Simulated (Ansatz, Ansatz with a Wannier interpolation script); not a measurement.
**Settings in Wannier-interpolated G0W0: AlN (P6_3mc)**

Wanted: errors and cost of interpolated bands of AlN (P6_3mc) under coarser or faulty settings.

Calculated with Ansatz 0.2.0; maximally localised Wannier functions, LDA, plane waves, PAW.

The database entry behind the starting cell differs from later determinations by our own check (inner coordinate u about 0.002 short), so it need not match the best structure at ambient conditions.

### 1. Set-up

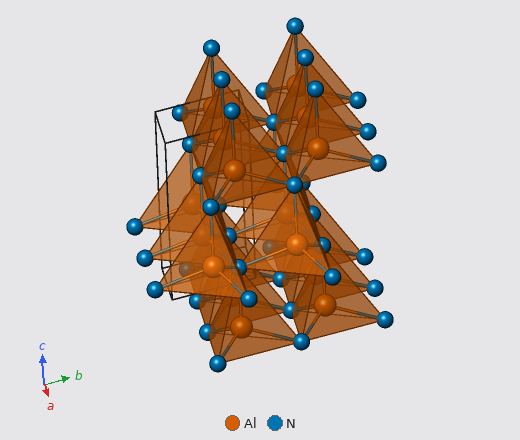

The starting structure, seen slightly off an axis (aluminium orange, nitrogen blue). 3×2×1 cells are drawn. Some periodic images of atoms are drawn too.

The cell and positions come from the Crystallography Open Database and are kept as given unless a step says otherwise. The default PAW set here is soft_1. Its files were made with PBE; for other functionals the partial waves and projectors stay those of PBE.

### 2. Wannier model on 9×9×4

Localised functions give a small Hamiltonian that interpolates between mesh points at no cost.

input.yaml

```yaml
crystal:
  lattice:
    - [3.113, 0.0, 0.0]
    - [-1.5565, 2.69593708, 0.0]
    - [0.0, 0.0, 4.981]
  atoms:
    - { symbol: Al, position: [0.33333333, 0.66666667, 0.0] }
    - { symbol: Al, position: [0.66666667, 0.33333333, 0.5] }
    - { symbol: "N", position: [0.33333333, 0.66666667, 0.38] }
    - { symbol: "N", position: [0.66666667, 0.33333333, 0.88] }
kpoints:
  mp_grid: { grid: [9, 9, 4] }
hamiltonian:
  xc: lda
  pseudopotentials: { kind: paw, azcp: { folder: "./paw" } }
scf:
  occupations: { method: fixed }
  n_extra_bands: 30
output:
  wannier:
    kmesh: [9, 9, 4]
    projections:
      - { species: Al, l: s, shell: 3 }
      - { species: Al, l: p, shell: 3 }
      - { species: "N", l: p, shell: 2 }
    minimise: true
    write_hr: true
    seedname: w
    conv_tol: 1.0e-07
    max_iter: 4000
    disentanglement:
      window: [0.65, 23.6]
      frozen_window: [0.65, 14.05]
      conv_tol: 1.0e-08
```

Command:

```console
> ansatz run input.yaml --threads 3 --pin off --max-ram 92160MiB --backend cuda --events-out ev --progress --plain --runs-dir out --devices 1 --max-vram 13GiB
```

Numbers of over 12 decimals in the logs are rounded to 6 here.

The program printed:

```text
Warning: <dir> the record states the generating functional pbe (its physics header spells it `PBE`), which answers neither for hamiltonian.xc's functional nor for the lda family's — results may be inconsistent (PPs are generated against a specific XC)
Warning: <dir> the record states the generating functional pbe (its physics header spells it `PBE`), which answers neither for hamiltonian.xc's functional nor for the lda family's — results may be inconsistent (PPs are generated against a specific XC)
scf.n_extra_bands = 30 over 8 filled bands (N_el = 16.0): the run solves 38 bands
GPUs: using 1 of 1 available (devices: 1).
Engine: ansatz 0.2.0, x86_64-unknown-linux-gnu
Pseudopotentials: kind: paw
Pseudopotential: Al, paw, valence charge 3, recommended cutoff 420 eV (normal), <dir>
Pseudopotential: N, paw, valence charge 5, recommended cutoff 420 eV (normal), <dir>
Functional definition: SPW92
  exchange = slater_x
  correlation = pw_c
device memory: the entry about to start is reckoned to put 1.3 GiB on a device that reports 70.9 GiB free (of which the cap on the GPU budget leaves the run 13.0 GiB)
GPU FFT provider: cuFFT
GPU libraries: cuBLAS 13.8.2, cuFFT 12.4.0, cuSOLVER 12.3.4
Crystal: 4 atoms, lattice volume = 41.803 Å³
Basis set: ecut = 420 eV, 809 PW (Γ)
Bands: 38, of which v1, the nominal top of the filled ones, is band 8 counted from 1 (7 counted from 0)
Symmetry: 12 space group operations
Space group: P63mc (ITA 186), of the structure as read, at distance tolerance 3.5e-5 Å
k-points: 36 of 324 (time reversal used)
Non-local potential: Al, projectors of the file, l = 0: 2, l = 1: 2, l = 2: 1
Non-local potential: N, projectors of the file, l = 0: 2, l = 1: 2, l = 2: 1
PAW form: soft (Blöchl's): semilocal exchange-correlation on the pseudo side does not see the compensation charge
PAW frozen core: Al, regenerated for the run's functional, and the local potential with it (the file was generated under x = pbe(κ = 0.804, μ = 0.219515), c = pbe(β = 0.066725))
PAW frozen core: N, regenerated for the run's functional, and the local potential with it (the file was generated under x = pbe(κ = 0.804, μ = 0.219515), c = pbe(β = 0.066725))
PAW one-centre angular grid: Al, 110 points (default); XC on 64 Gauss nodes
PAW one-centre angular grid: N, 110 points (default); XC on 64 Gauss nodes
Initial density: superposition of atomic densities (chi_scale 0.1, normalization cell, long waves kept (reshape's long-wave potential 0.00 eV rms))
Initial wavefunctions: pseudopotential atomic-orbital guess
GPU buffer pool allocated for 20736 grid points (all kernels)
GPU transforms: local potential and band sums: pruned to the plane-wave sphere, on 24×24×36
Functional: x = slater, c = lda
[...]
SCF iter   4: F=—  HF=-1779.697279 eV  |F-HF|=—  |Δ(HF+E_count)|=   3.90e-2  Δρ=8.08e-4  dr2=8.09e-5  ethr=6.65e-4  ⟨swp⟩=2.0  Hψ=765  notcnv=0  defer=1008
SCF iter   5: F=—  HF=-1779.697235 eV  |F-HF|=—  |Δ(HF+E_count)|=   4.38e-5  Δρ=2.68e-4  dr2=9.94e-6  ethr=5.06e-7  ⟨swp⟩=2.1  Hψ=922  notcnv=0  defer=959
SCF iter   6: F=-1779.697228 eV  HF=-1779.697228 eV  |F-HF|=3.27e-8  |Δ(HF+E_count)|=   7.14e-6  Δρ=1.96e-5  dr2=7.94e-8  ethr=6.25e-10  ⟨swp⟩=8.5  Hψ=9957  notcnv=0
SCF 1 converged in 6 iterations: F = -1779.697228 eV  dr2 = 7.94e-8
[...]
device memory: the entry about to start is reckoned to put 1.8 GiB on a device that reports 71.5 GiB free (of which the cap on the GPU budget leaves the run 13.0 GiB)
NSCF: frozen V_eff on 36 k-points
[...]
device memory: the entry about to start is reckoned to put 1.3 GiB on a device that reports 71.8 GiB free (of which the cap on the GPU budget leaves the run 13.0 GiB)
NSCF: frozen V_eff on 40 k-points, pencils in batches of 32, up to order 152
the Wannier pass solved 40 of the 324 points of its mesh, and has the states at the others by symmetry: states obtained by the crystal's operations at points that were solved too leave a residual of 1.88e-13 eV (read by the count's bands and the next), within 6.67e-6 eV
SCF converged after 6 iterations
Free energy (F): -1779.697228 eV
Harris-Foulkes:  -1779.697228 eV  (|F-HF|=3.27e-8)
Internal energy: -1779.697228 eV  (E = F + TS)
E sigma→0 (E₀):  -1779.697228 eV
Fermi energy:    6.814649 eV
--- Per-component energies (eV) ---
  E_band       = 26.153452
  E_kinetic    = 311.958897
  E_local      = -422.109477  (includes V_loc(G=0)·N_el)
  E_nonlocal   = 92.979381
  E_hartree    = 153.606664
  E_xc         = -195.770261
  E_vxc        = -213.080044  (∫ρ·V_xc dr)
  E_paw        = -1128.972378  (= ΣΔE_a)
  E_vpaw       = -50.814891  (= ΣTr[D̂ρ^β])
  E_aug_tail   = 0.001695  (compensation charges beyond the density's cutoff)
  E_ewald      = -591.663271
  E_core_change = 0.271521  (= ΣΔE_core)
  E_smearing   = -0.000000  (= −TS)
  E_closure    = 0.000000  (closes the sum)
  Σ components = -1779.697228   (vs F -1779.697228, Δ=0.00e0)
--- Band table (eV; the first three rows and the last of 36) ---
  k-point 0: bands = [... 4 lower, 5.9824, 6.6364, 6.6364, 6.8146, 11.0521, 13.3701, 17.2930, 17.7869, ... 26 higher]
  k-point 1: bands = [... 4 lower, 6.0734, 6.0734, 6.5356, 6.5356, 11.9827, 13.5021, 16.9571, 17.7585, ... 26 higher]
  k-point 2: bands = [... 4 lower, 6.2995, 6.2995, 6.2995, 6.2995, 13.2354, 13.2354, 16.9890, 16.9890, ... 26 higher]
  k-point 35: bands = [... 4 lower, 2.9566, 2.9566, 6.0301, 6.0301, 14.1195, 14.1195, 14.5603, 14.5603, ... 26 higher]
Wannier search: line search 1 of at most 4000: gauge-dependent spread (as the search counts it) 6.5510629 Å², largest recent change 4.2e0 Å² and fall left 5.1e-2 Å² against conv_tol 1.0e-7 Å², 0 stops escaped
WARN: <dir> 406 periodic images of 390 elements of H(R) lie 4.88e-4 to 1.95e-3 Å beyond their element's nearest image, near the 9.77e-4 Å window within which an element is shared among its images; whether they share it moves the interpolated H(k) by 3.9e-3 eV (Frobenius norm, root mean square over the Brillouin zone); at the model's own mesh points H(k) does not change
```

It took 25 s on 1 × NVIDIA H100 80GB HBM3 (shared by 6 runs) with 3 threads of AMD EPYC 7R13 (Zen 3), shared host; peak memory 0.97 GiB; 7.1 s of CPU time.

Numbers from this step:

```yaml
gauge_invariant_spread: 19.17 Å²
diagonal_spread: 0.1544 Å²
off_diagonal_spread: 1.902 Å²
total_spread: 21.22 Å²
least_projectability: 0.2014
localisation_steps: 23
disentanglement_steps: 156
r_m_s_interpolation_error: 0.002806 eV
r_m_s_error_near_the_gap: 0.003505 eV
```

Near the gap the model misses directly solved bands by 3.5 meV r.m.s. and by 19 meV at most in the window tested. This tests the starting bands, not the corrections carried with them.

### 3. A faulty Wannier input

input.yaml: that of step 2 with these lines changed.

```diff
@@ -32,3 +32,3 @@
       window: [0.65, 23.6]
-      frozen_window: [0.65, 14.05]
+      frozen_window: [0.65, 23.1]
       conv_tol: 1.0e-08
```

The program printed:

```text
Warning: <dir> the record states the generating functional pbe (its physics header spells it `PBE`), which answers neither for hamiltonian.xc's functional nor for the lda family's — results may be inconsistent (PPs are generated against a specific XC)
Warning: <dir> the record states the generating functional pbe (its physics header spells it `PBE`), which answers neither for hamiltonian.xc's functional nor for the lda family's — results may be inconsistent (PPs are generated against a specific XC)
scf.n_extra_bands = 30 over 8 filled bands (N_el = 16.0): the run solves 38 bands
GPUs: using 1 of 1 available (devices: 1).
Engine: ansatz 0.2.0, x86_64-unknown-linux-gnu
Pseudopotentials: kind: paw
Pseudopotential: Al, paw, valence charge 3, recommended cutoff 420 eV (normal), <dir>
Pseudopotential: N, paw, valence charge 5, recommended cutoff 420 eV (normal), <dir>
Functional definition: SPW92
  exchange = slater_x
  correlation = pw_c
device memory: the entry about to start is reckoned to put 1.3 GiB on a device that reports 58.3 GiB free (of which the cap on the GPU budget leaves the run 13.0 GiB)
GPU FFT provider: cuFFT
GPU libraries: cuBLAS 13.8.2, cuFFT 12.4.0, cuSOLVER 12.3.4
Crystal: 4 atoms, lattice volume = 41.803 Å³
Basis set: ecut = 420 eV, 809 PW (Γ)
Bands: 38, of which v1, the nominal top of the filled ones, is band 8 counted from 1 (7 counted from 0)
Symmetry: 12 space group operations
Space group: P63mc (ITA 186), of the structure as read, at distance tolerance 3.5e-5 Å
k-points: 36 of 324 (time reversal used)
Non-local potential: Al, projectors of the file, l = 0: 2, l = 1: 2, l = 2: 1
[...]
NSCF: frozen V_eff on 40 k-points, pencils in batches of 32, up to order 152
the Wannier pass solved 40 of the 324 points of its mesh, and has the states at the others by symmetry: states obtained by the crystal's operations at points that were solved too leave a residual of 1.88e-13 eV (read by the count's bands and the next), within 6.67e-6 eV
SCF converged after 6 iterations
Free energy (F): -1779.697228 eV
Harris-Foulkes:  -1779.697228 eV  (|F-HF|=3.27e-8)
Internal energy: -1779.697228 eV  (E = F + TS)
E sigma→0 (E₀):  -1779.697228 eV
Fermi energy:    6.814649 eV
--- Per-component energies (eV) ---
  E_band       = 26.153452
  E_kinetic    = 311.958897
  E_local      = -422.109477  (includes V_loc(G=0)·N_el)
  E_nonlocal   = 92.979381
  E_hartree    = 153.606664
  E_xc         = -195.770261
  E_vxc        = -213.080044  (∫ρ·V_xc dr)
  E_paw        = -1128.972378  (= ΣΔE_a)
  E_vpaw       = -50.814891  (= ΣTr[D̂ρ^β])
  E_aug_tail   = 0.001695  (compensation charges beyond the density's cutoff)
  E_ewald      = -591.663271
  E_core_change = 0.271521  (= ΣΔE_core)
  E_smearing   = -0.000000  (= −TS)
  E_closure    = 0.000000  (closes the sum)
  Σ components = -1779.697228   (vs F -1779.697228, Δ=0.00e0)
--- Band table (eV; the first three rows and the last of 36) ---
  k-point 0: bands = [... 4 lower, 5.9824, 6.6364, 6.6364, 6.8146, 11.0521, 13.3701, 17.2930, 17.7869, ... 26 higher]
  k-point 1: bands = [... 4 lower, 6.0734, 6.0734, 6.5356, 6.5356, 11.9827, 13.5021, 16.9571, 17.7585, ... 26 higher]
  k-point 2: bands = [... 4 lower, 6.2995, 6.2995, 6.2995, 6.2995, 13.2354, 13.2354, 16.9890, 16.9890, ... 26 higher]
  k-point 35: bands = [... 4 lower, 2.9566, 2.9566, 6.0301, 6.0301, 14.1195, 14.1195, 14.5603, 14.5603, ... 26 higher]
WARN: one of the run's output files is refused, and neither it nor the files that depend on it are written in full: <dir> frozen window holds 17 > num_wann = 14 bands at ik = 0 (ik counts from 0, the k-points of the .win, .mmn and .eig files from 1)
```

It took 14 s on 1 × NVIDIA H100 80GB HBM3 (shared by 6 runs) with 3 threads; peak memory 0.91 GiB.

The run ended with an error after its SCF cycle had converged; no result of it is taken.

The fault put into this input: a frozen window with more states than functions.

### 4. G0W0: 9×9×4 mesh, 192 empty bands, screening to 160 eV

G0W0 replaces the xc potential by the self-energy, built once from these orbitals. Only a window of levels is corrected, while the sums run over the empty bands that the input names.

This step: G0W0 on LDA, plane waves, PAW.

input.yaml, the sections that differ from step 3:

```yaml
scf:
  occupations: { method: fixed }
gw:
  n_empty_bands: 192
  ecut_chi: 160.0
  qp_bands: [v6, c2]
  screening: { model: contour_deformation }
# crystal, kpoints, hamiltonian: as in step 3
# output: removed
```

The program printed:

```text
[...]
GPUs: using 1 of 1 available (devices: 1).
[...]
GPU FFT provider: cuFFT
GPU libraries: cuBLAS 13.8.2, cuFFT 12.4.0, cuSOLVER 12.3.4
Crystal: 4 atoms, lattice volume = 41.803 Å³
Basis set: ecut = 420 eV, 809 PW (Γ)
Bands: 12, of which v1, the nominal top of the filled ones, is band 8 counted from 1 (7 counted from 0)
Symmetry: 12 space group operations
[...]
0    10     13.3701    -8.0559    -4.5202   -13.6564  0.8218    14.4596    14.4505  root
[...]
35     7      6.0301   -21.6958     3.1541   -17.6519  0.7768     5.1324     5.1402  root
    35     8      6.0301   -21.6958     3.1541   -17.6519  0.7768     5.1324     5.1402  root
    35     9     14.1195    -6.9202    -4.7389   -12.6642  0.8034    15.1348    15.1246  root
    35    10     14.1195    -6.9202    -4.7389   -12.6642  0.8034    15.1348    15.1246  root
[key lines of the parts left out:]
SCF converged after 6 iterations
Free energy (F): -1779.697228 eV
Fermi energy:    6.814677 eV
```

Wall time 52 s (1 × NVIDIA H100 80GB HBM3 (shared by 6 runs) with 3 threads); peak memory 1.3 GiB; 61 s of CPU time.

The G0W0 gap on the mesh is 5.888 eV.

### 5. G0W0: 3×3×2 mesh, 192 empty bands, screening to 160 eV

input.yaml: that of step 4 with these lines changed.

```diff
@@ -11,3 +11,3 @@
 kpoints:
-  mp_grid: { grid: [9, 9, 4] }
+  mp_grid: { grid: [3, 3, 2] }
 hamiltonian:
```

The program printed:

```text
[...]
GPUs: using 1 of 1 available (devices: 1).
[...]
GPU FFT provider: cuFFT
GPU libraries: cuBLAS 13.8.2, cuFFT 12.4.0, cuSOLVER 12.3.4
Crystal: 4 atoms, lattice volume = 41.803 Å³
Basis set: ecut = 420 eV, 809 PW (Γ)
Bands: 12, of which v1, the nominal top of the filled ones, is band 8 counted from 1 (7 counted from 0)
Symmetry: 12 space group operations
[...]
k-points: 6 of 18
[...]
0    10     13.3816    -7.7736    -4.8287   -13.6427  0.8122    14.4324    14.4220  root
[...]
5     7      6.0813   -21.8014     3.3093   -17.6408  0.7728     5.2222     5.2300  root
     5     8      6.0813   -21.8014     3.3093   -17.6408  0.7728     5.2222     5.2300  root
     5     9     14.1424    -6.9216    -4.8146   -12.6609  0.7995    15.0765    15.0671  root
     5    10     14.1424    -6.9216    -4.8146   -12.6609  0.7995    15.0765    15.0671  root
[key lines of the parts left out:]
SCF converged after 6 iterations
Free energy (F): -1779.507803 eV
Fermi energy:    6.868408 eV
```

The job ended after 20 s (1 × NVIDIA H100 80GB HBM3 (shared by 6 runs) with 3 threads; peak memory 1 GiB).

The G0W0 gap on the mesh is 5.802 eV.

### 6. G0W0: 9×9×4 mesh, 89 empty bands, screening to 96 eV, plasmon pole

input.yaml, the sections that differ from step 5:

```yaml
kpoints:
  mp_grid: { grid: [9, 9, 4] }
gw:
  n_empty_bands: 89
  ecut_chi: 96
  qp_bands: [v6, c2]
  screening: { model: godby_needs }
# crystal, hamiltonian, scf: as in step 5
```

The program printed:

```text
[...]
GPUs: using 1 of 1 available (devices: 1).
[...]
GPU FFT provider: cuFFT
GPU libraries: cuBLAS 13.8.2, cuFFT 12.4.0, cuSOLVER 12.3.4
Crystal: 4 atoms, lattice volume = 41.803 Å³
Basis set: ecut = 420 eV, 809 PW (Γ)
Bands: 12, of which v1, the nominal top of the filled ones, is band 8 counted from 1 (7 counted from 0)
Symmetry: 12 space group operations
[...]
0    10     13.3701    -8.0559    -4.3727   -13.6564  0.8284    14.6064    14.5980  root
[...]
35     7      6.0301   -21.6958     3.4875   -17.6519  0.7895     5.4717     5.4736  root
    35     8      6.0301   -21.6958     3.4875   -17.6519  0.7895     5.4717     5.4736  root
    35     9     14.1195    -6.9202    -4.5151   -12.6642  0.8157    15.3579    15.3484  root
    35    10     14.1195    -6.9202    -4.5151   -12.6642  0.8157    15.3579    15.3484  root
[key lines of the parts left out:]
SCF converged after 6 iterations
Free energy (F): -1779.697228 eV
Fermi energy:    6.814677 eV
```

The job ended after 62 s (1 × NVIDIA H100 80GB HBM3 (shared by 6 runs) with 3 threads; peak memory 1.4 GiB; 92 s of CPU time).

The G0W0 gap on the mesh is 5.703 eV.

### 7. Interpolated results

Times are wall times on 1 × NVIDIA H100 80GB HBM3 (shared by 6 runs) with 3 threads of AMD EPYC 7R13 (Zen 3), shared host, good to a factor of about two.

```
GW mesh  empty bands  cutoff (eV)            frequency  gap on mesh (eV)  gap over zone (eV)  direct gap (eV)  valence width (eV)  GW time
  9×9×4          192          160  contour deformation             5.888               5.888            5.888               6.259     52 s
  3×3×2          192          160  contour deformation             5.802               5.826            5.826               6.299     20 s
  9×9×4           89           96         plasmon pole             5.703               5.703            5.703               6.640     62 s
```

### 8. What came out

* 9×9×4 mesh, 192 empty bands, screening to 160 eV: 5.89 eV
* 3×3×2 mesh, 192 empty bands, screening to 160 eV: 5.83 eV
* 9×9×4 mesh, 89 empty bands, screening to 96 eV, plasmon pole: 5.70 eV

What this shows: The largest change, −0.19 eV in the gap over the zone, comes with 9×9×4 mesh, 89 empty bands, screening to 96 eV, plasmon pole. The first run is a reference, not a converged one, and where a row moves several settings no single cause can be named. Rows on another GW mesh add that mesh's corrections to the bands of the one model. With 3×3×2 mesh, 192 empty bands, screening to 160 eV the gap over the zone moves by −0.06 eV and that on the mesh by −0.09 eV. With 9×9×4 mesh, 89 empty bands, screening to 96 eV, plasmon pole the gap over the zone moves by −0.19 eV and that on the mesh by −0.19 eV. Gaps over the zone and on the mesh differ where an edge lies off the mesh, or where a GW run starts from another density: the starting gap over the zone is 4.237 eV, on the GW meshes it is 4.237 eV and 4.213 eV.

[Paths, hosts, dates, memory and timing lines, banners, echoed tables and standing remarks are left out of the program output.]

[Logs are printed without paths, hosts, clocks, repeated set-up lines and the standing remarks that a program may print on its own settings, such as how far it seeks lower states.]

[Runs of the session that timed out or met a known fault of the program may be left out.]

[Hosts, paths, dates, database ids (printed as entryN), source tags and the programs' standing remarks are cut or masked in the printed files.]
